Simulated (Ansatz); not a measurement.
# Ti: a changed input and its effect

System: Ti (I4/mmm, 1 atom in the cell).
Method of the first run: DFT LDA, scalar-relativistic, plane waves, PAW, no spin polarisation (Ansatz 0.2.0).

The structure derives from an entry of the Crystallography Open Database. Text and figures count atoms from 1; the logs count them from 0 in places.

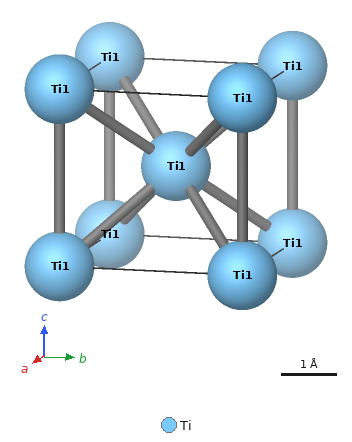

Figure 1. The input geometry (ball-and-stick view of the cell 2 times as large as that of the calculation, set on its symmetry axes, seen slightly off an axis; atoms are numbered from 1 in the order of the input).

## Input file, the first run
```yaml
crystal:
  lattice:
    - [-1.7271525, 1.7271525, 1.641]
    - [1.7271525, -1.7271525, 1.641]
    - [1.7271525, 1.7271525, -1.641]
  atoms:
    - { symbol: Ti, position: [0.0, 0.0, 0.0] }
basis:
  ecutwfc: 420
kpoints:
  mp_grid: { grid: [20, 20, 20] }
hamiltonian:
  xc: lda
scf:
  occupations: { method: gaussian, width: 0.15 }
output:
  forces: true
  stress: true
  eigenvalues: true
```

Command:
```bash
ansatz run input.yaml --threads 1 --pin off --max-ram 2560MiB --backend cpu --events-out ev --progress --plain --runs-dir out
```

Hardware: 1 thread of Intel Xeon (Sapphire Rapids), 192 GiB of memory available, shared host.

## Output, shortened to warnings, some set-up lines, iterations and results (the first run)
```
Basis set: ecut = 420 eV, 373 PW (Γ)
Symmetry: 16 space group operations
k-points: 641 of 8000
Initial density: superposition of atomic densities (neutral atoms: chi_scale 0, normalization atom), corrected by the library's trained network
[...]
SCF iter   1: F=—  HF=-2449.989045 eV  |F-HF|=—  |Δ(HF+E_count)|=         —  Δρ=5.26e-3  dr2=3.82e-3  ethr=1.77e-3  ⟨swp⟩=4.7  Hψ=34848  notcnv=0
SCF iter   2: F=—  HF=-2449.988390 eV  |F-HF|=—  |Δ(HF+E_count)|=   6.54e-4  Δρ=2.80e-3  dr2=7.32e-4  ethr=3.18e-5  ⟨swp⟩=1.0  Hψ=11538  notcnv=0
SCF iter   3: F=—  HF=-2449.988425 eV  |F-HF|=—  |Δ(HF+E_count)|=   3.47e-5  Δρ=1.24e-3  dr2=3.46e-4  ethr=6.10e-6  ⟨swp⟩=2.2  Hψ=10221  notcnv=0
SCF iter   4: F=—  HF=-2449.988325 eV  |F-HF|=—  |Δ(HF+E_count)|=   1.00e-4  Δρ=1.10e-4  dr2=6.57e-7  ethr=2.88e-6  ⟨swp⟩=2.3  Hψ=8873  notcnv=0
SCF iter   5: F=—  HF=-2449.988324 eV  |F-HF|=—  |Δ(HF+E_count)|=   5.48e-7  Δρ=2.43e-5  dr2=1.22e-7  ethr=5.47e-9  ⟨swp⟩=2.2  Hψ=10307  notcnv=0
SCF iter   6: F=-2449.988324 eV  HF=-2449.988324 eV  |F-HF|=1.00e-11  |Δ(HF+E_count)|=   3.53e-8  Δρ=8.70e-7  dr2=4.30e-11  ethr=8.33e-10  ⟨swp⟩=4.4  Hψ=22947  notcnv=0
SCF 1 converged in 6 iterations: F = -2449.988324 eV  dr2 = 4.30e-11
SCF converged after 6 iterations
Free energy (F): -2449.988324 eV
Harris-Foulkes:  -2449.988324 eV  (|F-HF|=1.00e-11)
Internal energy: -2449.957215 eV  (E = F + TS)
E sigma→0 (E₀):  -2449.972769 eV
Entropy (-TS):   -0.031109 eV (-31.109 meV/atom)
Fermi energy:    11.065178 eV
--- Per-component energies (eV) ---
  E_band       = -180.409051
  E_kinetic    = 269.430728
  E_local      = -882.885683  (includes V_loc(G=0)·N_el)
  E_nonlocal   = 12.260961
  E_hartree    = 355.930243
  E_xc         = -95.306406
  E_vxc        = -119.865844  (∫ρ·V_xc dr)
  E_paw        = -998.712644  (= ΣΔE_a)
  E_vpaw       = -171.209628  (= ΣTr[D̂ρ^β])
  E_aug_tail   = 0.000099  (compensation charges beyond the density's cutoff)
  E_ewald      = -1111.000464
  E_core_change = 0.325950  (= ΣΔE_core)
  E_smearing   = -0.031109  (= −TS)
  E_closure    = -0.000000  (closes the sum)
  Σ components = -2449.988324   (vs F -2449.988324, Δ=0.00e0)
--- Forces (eV/Å), atoms counted from 1 ---
  atom   1  Ti    -0.00000000    -0.00000000     0.00000000
  max |Σ_I F_I| component: 2.70e-32 eV/Å
--- Stress (GPa, compression-positive) ---
      -17.007639      -0.000000      -0.000000
       -0.000000     -17.007639       0.000000
       -0.000000       0.000000     -18.557527
  P = ⅓ Tr σ = -17.5243 GPa (-175.243 kbar)
```

For the second run the input was changed thus:
```diff
+  xc_grid: 3
+  dispersion: d3bjatm
```

How does the second run compare with the first run?

The total energies belong to different models, so their difference says nothing on which is more stable or more accurate. The pressure goes from −17.52 to −21.32 GPa. The number of SCF iterations is the same.

## Output, shortened to warnings, some set-up lines, iterations and results (the second run)
```
Warning: the engine holds no damping parameters fitted to this dispersion correction and functional, so the run takes those fitted to pbe (hamiltonian.dispersion, under Limitations)
Basis set: ecut = 420 eV, 373 PW (Γ), exchange–correlation on 60×60×60 points (27 copies of the dense FFT grid, shifted against one another)
Symmetry: 16 space group operations
k-points: 641 of 8000
Initial density: superposition of atomic densities (neutral atoms: chi_scale 0, normalization atom), corrected by the library's trained network
[...]
SCF iter   1: F=—  HF=-2450.476123 eV  |F-HF|=—  |Δ(HF+E_count)|=         —  Δρ=5.26e-3  dr2=3.82e-3  ethr=1.77e-3  ⟨swp⟩=4.7  Hψ=34848  notcnv=0
SCF iter   2: F=—  HF=-2450.475468 eV  |F-HF|=—  |Δ(HF+E_count)|=   6.55e-4  Δρ=2.80e-3  dr2=7.32e-4  ethr=3.18e-5  ⟨swp⟩=1.0  Hψ=11538  notcnv=0
SCF iter   3: F=—  HF=-2450.475503 eV  |F-HF|=—  |Δ(HF+E_count)|=   3.46e-5  Δρ=1.24e-3  dr2=3.46e-4  ethr=6.10e-6  ⟨swp⟩=2.2  Hψ=10221  notcnv=0
SCF iter   4: F=—  HF=-2450.475403 eV  |F-HF|=—  |Δ(HF+E_count)|=   1.00e-4  Δρ=1.10e-4  dr2=6.57e-7  ethr=2.88e-6  ⟨swp⟩=2.3  Hψ=8873  notcnv=0
SCF iter   5: F=—  HF=-2450.475402 eV  |F-HF|=—  |Δ(HF+E_count)|=   5.04e-7  Δρ=2.43e-5  dr2=1.22e-7  ethr=5.47e-9  ⟨swp⟩=2.2  Hψ=10308  notcnv=0
SCF iter   6: F=-2450.475402 eV  HF=-2450.475402 eV  |F-HF|=1.05e-11  |Δ(HF+E_count)|=   3.53e-8  Δρ=8.69e-7  dr2=4.27e-11  ethr=8.33e-10  ⟨swp⟩=4.4  Hψ=22956  notcnv=0
SCF 1 converged in 6 iterations: F = -2450.475402 eV  dr2 = 4.27e-11
SCF converged after 6 iterations
Free energy (F): -2450.475402 eV
Harris-Foulkes:  -2450.475402 eV  (|F-HF|=1.05e-11)
Internal energy: -2450.444293 eV  (E = F + TS)
E sigma→0 (E₀):  -2450.459847 eV
Entropy (-TS):   -0.031109 eV (-31.109 meV/atom)
Fermi energy:    11.065178 eV
--- Per-component energies (eV) ---
  E_band       = -180.409051
  E_kinetic    = 269.430728
  E_local      = -882.885682  (includes V_loc(G=0)·N_el)
  E_nonlocal   = 12.260961
  E_hartree    = 355.930242
  E_xc         = -95.306406
  E_vxc        = -119.865844  (∫ρ·V_xc dr)
  E_paw        = -998.712643  (= ΣΔE_a)
  E_vpaw       = -171.209627  (= ΣTr[D̂ρ^β])
  E_aug_tail   = 0.000099  (compensation charges beyond the density's cutoff)
  E_ewald      = -1111.000464
  E_disp       = -0.487078  (pairwise vdW)
  E_core_change = 0.325950  (= ΣΔE_core)
  E_smearing   = -0.031109  (= −TS)
  E_closure    = 0.000000  (closes the sum)
  Σ components = -2450.475402   (vs F -2450.475402, Δ=0.00e0)
--- Forces (eV/Å), atoms counted from 1 ---
  atom   1  Ti     0.00000000     0.00000000     0.00000000
  max |Σ_I F_I| component: 4.31e-32 eV/Å
--- Stress (GPa, compression-positive) ---
      -20.787608      -0.000000       0.000000
       -0.000000     -20.787608       0.000000
       -0.000000       0.000000     -22.370696
  P = ⅓ Tr σ = -21.3153 GPa (-213.153 kbar)
```

## The two runs side by side

| quantity | the first run | the second run |
| --- | --- | --- |
| outcome | converged | converged |
| free energy per atom (eV) | −2449.9883 | −2450.4754 |
| energy per atom, smearing taken to zero (eV) | −2449.9728 | −2450.4598 |
| gap on the mesh (eV) | 0.00 | 0.00 |
| pressure (GPa) | −17.52 | −21.32 |
| largest force (eV/Å) | 0.000 | 0.000 |
| SCF iterations | 6 | 6 |
| irreducible k-points | 641 | 641 |
| plane waves at Γ | 373 | 373 |
| wall time (shared host) | 6.4 s | 5.1 s |

For the first run: The cell is under a tension of 17.5 GPa at this level, so it is not at its equilibrium volume. For the second run: Warnings: the dispersion correction has no parameters fitted for this combination and takes those fitted for PBE. The cell is under a tension of 21 GPa at this level, so it is not at its equilibrium volume.
